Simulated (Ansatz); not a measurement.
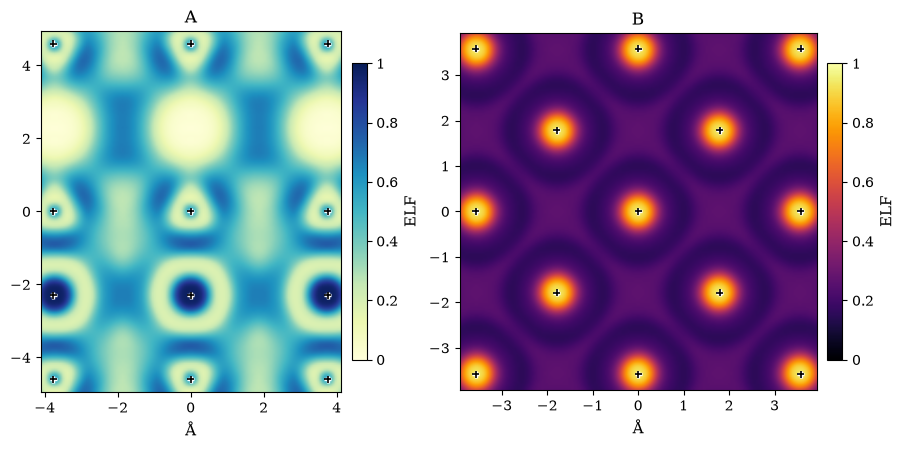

The electron localisation function of 2 systems, each on a plane through atoms (crosses mark nuclei in the plane).

Computed with DFT r2SCAN, scalar-relativistic, plane waves, PAW (Ansatz 0.2.0).

System 1: CoSi2, the (100) plane of the calculation cell. Space group Fm-3m; a generated structure, not necessarily the stable one; computed without spin polarisation.

```yaml
crystal:
  lattice:
    - [3.75919, 0.00000, 0.00000]
    - [-1.87959, 3.25555, 0.00000]
    - [0.00000, 0.00000, 9.20092]
  atoms:
    - { symbol: Si, position: [0.66667, 0.33333, 0.08352] }
    - { symbol: Co, position: [0.00000, 0.00000, 0.16667] }
    - { symbol: Si, position: [0.33333, 0.66667, 0.24981] }
    - { symbol: Si, position: [0.00000, 0.00000, 0.41686] }
    - { symbol: Co, position: [0.33333, 0.66667, 0.50000] }
    - { symbol: Si, position: [0.66667, 0.33333, 0.58314] }
    - { symbol: Si, position: [0.33333, 0.66667, 0.75019] }
    - { symbol: Co, position: [0.66667, 0.33333, 0.83333] }
    - { symbol: Si, position: [0.00000, 0.00000, 0.91648] }
```

System 2: Cu, the (001) plane of the conventional cell. Space group Fm-3m; a generated structure, not necessarily the stable one; computed without spin polarisation.

Which map belongs to which system?

Answer. Panel A is system 1, CoSi2: the plane holds Si and Co. Co–Si (2.30 Å): the ELF peaks at about 0.75 between the atoms. Panel B is system 2, Cu: the plane holds Cu. Cu–Cu (2.53 Å): the ELF is about 0.20 at the midpoint; no shared electron pair shows on this line.
